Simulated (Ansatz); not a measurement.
# MoSe3: what the fields show

```
Mo Se
1.0
     7.01625    0.00000    0.00000
    -3.50812    6.07625    0.00000
     0.00000    0.00000    3.00635
Mo Se
1 3
Direct
  0.00000 0.00000 0.00000
  0.28543 0.00000 0.50000
  0.00000 0.28543 0.50000
  0.71457 0.71457 0.50000
```

Space group P-62m; a generated structure, not necessarily the stable one; changed on purpose from its base cell (volume × 1.10, shape and atoms relaxed); computed without spin polarisation.

Level of theory: DFT PBE, scalar-relativistic, plane waves, PAW (Ansatz).

The density is the valence pseudo-density of a PAW calculation; it isn't the true density close to the nuclei.

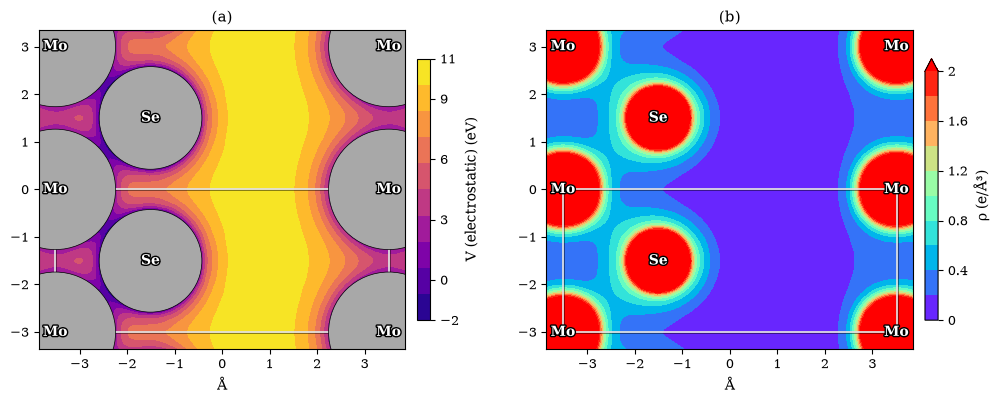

Figure 1. (a) electrostatic potential energy of an electron; (b) valence charge density (pseudo) on the (100) plane of the conventional cell. Grey discs cover the atomic cores in the potential map.

> What do the fields say about this system?

The plane passes through Mo and Se nuclei.
Mo–Se (2.50 Å): ρ at the midpoint is about 0.56 e/Å³.
Between the atoms the lowest density in this plane is 0.006 e/Å³.
Outside the cores the potential energy rises away from the atoms and is highest about 2.3 Å from the nearest atoms; its zero is arbitrary.

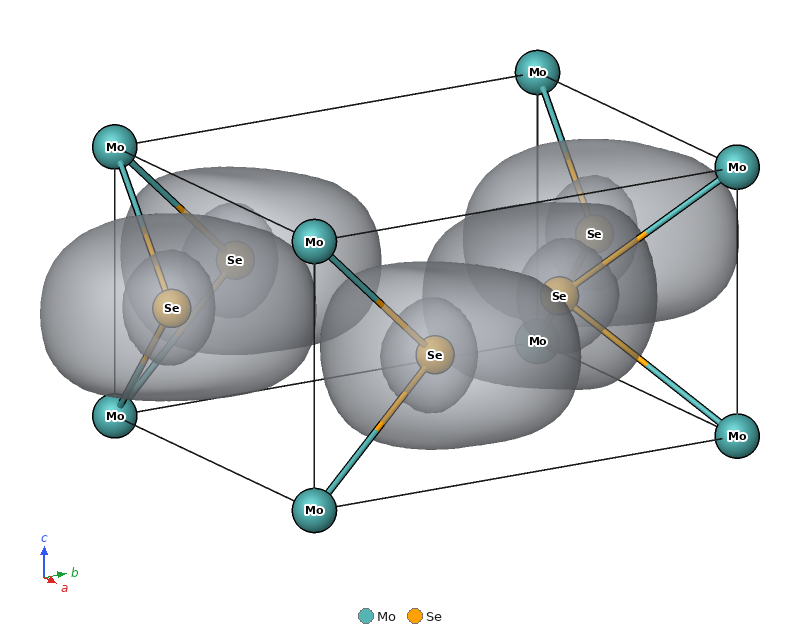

Figure 2. Isosurface of the ELF at 0.65 (grey), seen slightly off an axis. Only the valence region is drawn (cores and ρ < 0.01 e/Å³ removed). Sticks mark near contacts.

> Describe the localisation domains.

At this value the surface marks out three regions wrapped around Se (the valence shell of each), counted in one cell of 4 atoms. Regions shared between cells count once. Profiles from the grid: Mo–Se (2.50 Å): the ELF is about 0.50 at the midpoint.

> Metal or insulator at this level of theory?

It is metallic or semimetallic at this level of theory: no gap opens; semilocal functionals without U, or without the true magnetic order, often close the gap of such compounds.
